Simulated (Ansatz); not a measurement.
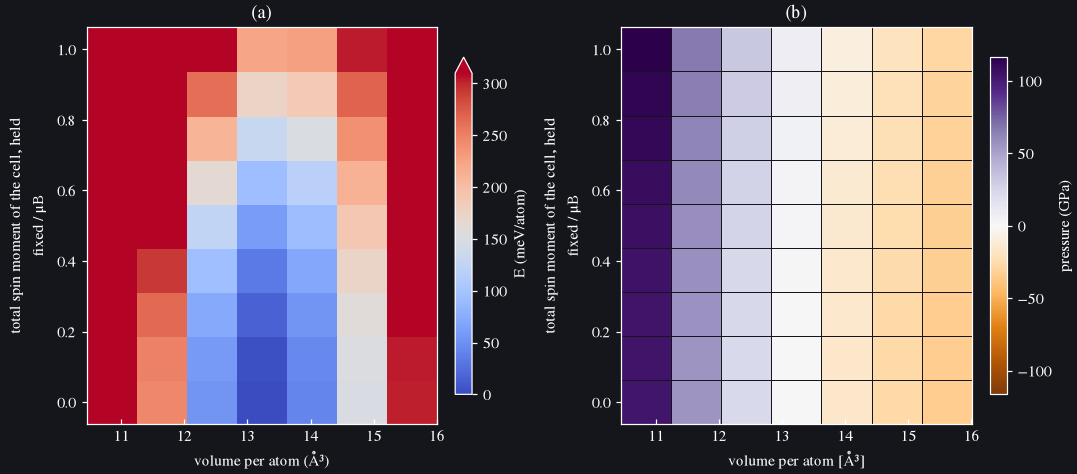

Rh (Fm-3m, No. 225; 1 atom in the cell). The energy is mapped over volume and a fixed ferromagnetic moment. First axis: volume per atom. Second axis: total spin moment of the cell, held fixed. Nothing is relaxed (shape and fractional coordinates fixed). The scan uses a 7 × 9 grid. Points are written as (first, second). Energies are in meV/atom, from the lowest grid point. The moment is held fixed and parallel; antiferromagnetic orders weren't tried. These are results of DFT LDA, scalar-relativistic, plane waves, PAW (Ansatz), not measurements. Settings: cutoff 420 eV, k-mesh 22×22×22, gaussian smearing 0.15 eV.

Panel (a) is the energy and panel (b) the computed pressure on the same grid.

In the figure: one coloured cell a grid point, one colour for all values above the top of the scale.

Q: How does the pressure vary over the map, and what is it at the lowest grid point?

A: It runs from −34 GPa at (15.61 Å³, 0.000 μB) to 116 GPa at (10.85 Å³, 1.000 μB). At the lowest grid point, (13.23 Å³, 0.000 μB), it is 0 GPa. That point lies on the edge of the scan.

| second ↓, first → | 10.85 | 11.64 | 12.43 | 13.23 | 14.02 | 14.81 | 15.61 |
| --- | --- | --- | --- | --- | --- | --- | --- |
| 1.000 | 116 | 67 | 32 | 8 | −9 | −21 | −29 |
| 0.875 | 113 | 65 | 30 | 6 | −10 | −22 | −30 |
| 0.750 | 111 | 62 | 29 | 5 | −12 | −23 | −31 |
| 0.625 | 109 | 61 | 27 | 3 | −13 | −24 | −32 |
| 0.500 | 107 | 59 | 26 | 2 | −14 | −25 | −33 |
| 0.375 | 105 | 58 | 24 | 1 | −15 | −26 | −33 |
| 0.250 | 104 | 57 | 24 | 1 | −15 | −26 | −34 |
| 0.125 | 104 | 56 | 23 | 0 | −16 | −27 | −34 |
| 0.000 | 103 | 56 | 23 | 0 | −16 | −27 | −34 |

PAW datasets: the set soft_1.
